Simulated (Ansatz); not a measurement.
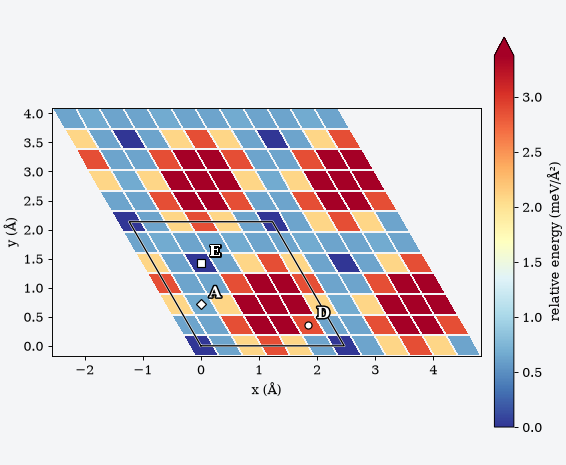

A bilayer of two C sheets, the upper one turned by 180 degrees about the normal (4 atoms in the cell). 
- The upper layer of a bilayer is slid over the lower one; relaxed at each slide: nothing; the origin of the map has C3 above C1; the distance between the facing planes is held at 3.21 Å.
- Places are given modulo a cell vector. The map is drawn in real space over the plane of the slide.
- The scan uses a 6 × 6 grid; 7 points were computed and 29 follow by symmetry.
- All energies are given in meV/Å² relative to the lowest grid point.
- At a held distance the lowest stacking need not be the one that binds best once the distance relaxes.
- These are results of Ansatz, DFT PBE+D3(BJ), scalar-relativistic, plane waves, PAW, not measurements. Settings: cutoff 420 eV, k-mesh 15×15×1, gaussian smearing 0.1 eV, no spin polarisation.

Drawn: one coloured cell a grid point, the outline of one cell of the 2 × 2 shown, one colour for all values above the top of the scale, lettered points.

Is E the lowest point of the computed grid?

Answer. Yes. E, at (2/6, 4/6) of the cell vectors, has the lowest energy of the grid.

What kind of point is each of A, D, E: minimum, saddle, maximum or slope?

Answer. A: saddle point; D: on a slope; E: minimum. (In these two coordinates alone; a stationary point may lie a little off the grid point.)

PAW datasets: the set soft_1.
